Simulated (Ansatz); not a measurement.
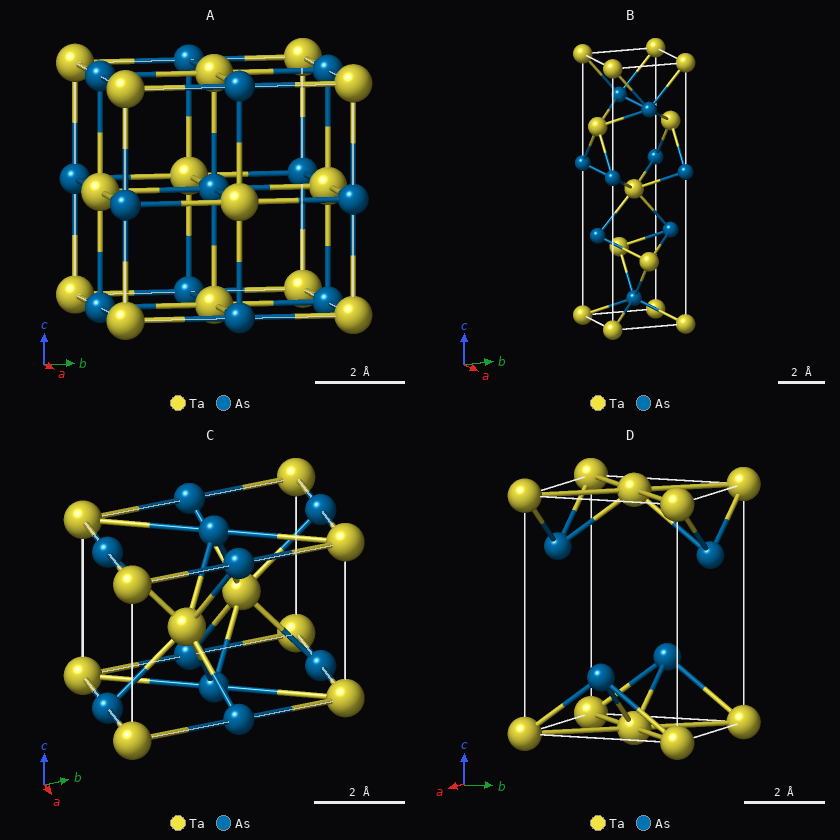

Four structures of TaAs, each relaxed to rest (conventional cells in solid outline, small ones repeated, each panel with its own scale). Method: DFT PBE, scalar-relativistic, plane waves, PAW in Ansatz 0.2.0, without spin polarisation.

> Name the structure in each panel.

A: rock salt (NaCl type), Fm-3m; B: 8 atoms a cell on a body-centred tetragonal lattice, I4_1md; C: 6 atoms a cell on a primitive hexagonal lattice, P6/mmm; D: 4 atoms a cell on a primitive tetragonal lattice, P4/nmm.

> Rank them by energy, lowest first.

B, then A (+574 meV/atom), D (+647 meV/atom) and C (+1146 meV/atom), energies at zero smearing.

> Collect the results in a table.

| panel | structure | E − E(lowest) (meV/atom) | volume (Å³/atom) | gap (eV) |
| --- | --- | --- | --- | --- |
| B | I4_1md | 0 | 17.6 | metal |
| A | Fm-3m | 574 | 18.3 | metal |
| D | P4/nmm | 647 | 26.4 | metal |
| C | P6/mmm | 1146 | 20.2 | metal |

Some of these may be structure types tried for this composition rather than known phases, and the most stable form need not be among them. Gaps are taken on the k-mesh or band path of each run.
